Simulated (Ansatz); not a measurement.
Ta

```cif
data_structure
_symmetry_space_group_name_H-M 'P 1'
_symmetry_Int_Tables_number 1
_cell_length_a 3.3026
_cell_length_b 4.4662
_cell_length_c 4.8749
_cell_angle_alpha 90.000
_cell_angle_beta 90.000
_cell_angle_gamma 90.000
_cell_volume 71.90
loop_
_atom_site_label
_atom_site_type_symbol
_atom_site_fract_x
_atom_site_fract_y
_atom_site_fract_z
_atom_site_occupancy
Ta1 Ta 0.00000 0.00000 0.00000 1
Ta2 Ta 0.50000 0.50000 0.00000 1
Ta3 Ta 0.00000 0.50000 0.50000 1
Ta4 Ta 0.50000 0.00000 0.50000 1
```

Space group Fmmm; changed on purpose from its base cell (strain +0.0875 x Voigt [0, 0, 0, 0, 0, 1], atoms carried along); computed without spin polarisation.

All numbers below come from DFT r2SCAN, scalar-relativistic, plane waves, PAW (Ansatz).

What will maps of the valence pseudo-density and electron localisation function show?

Answer. Ta–Ta (2.94 Å): the density is about 0.27 e/Å³ at the midpoint; the ELF is about 0.30 at the midpoint (no localised pair shows between them).

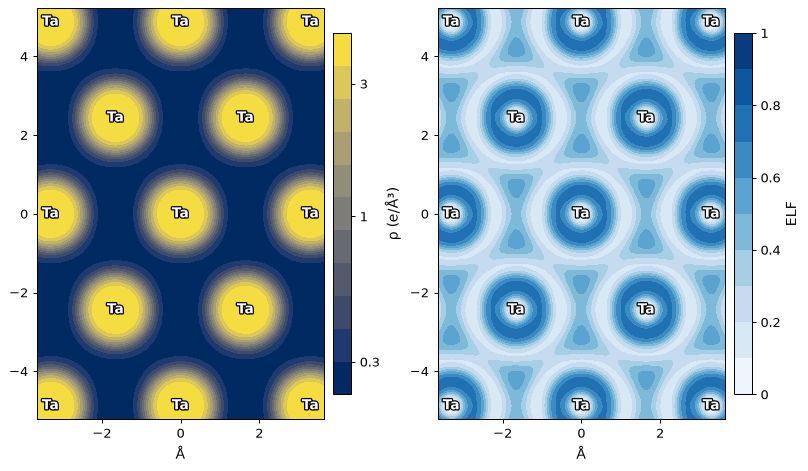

Computed valence pseudo-density and electron localisation function on the (010) plane of the conventional cell, in this order. 

In a PAW calculation such maps are meaningful between the atoms, not at the nuclei.
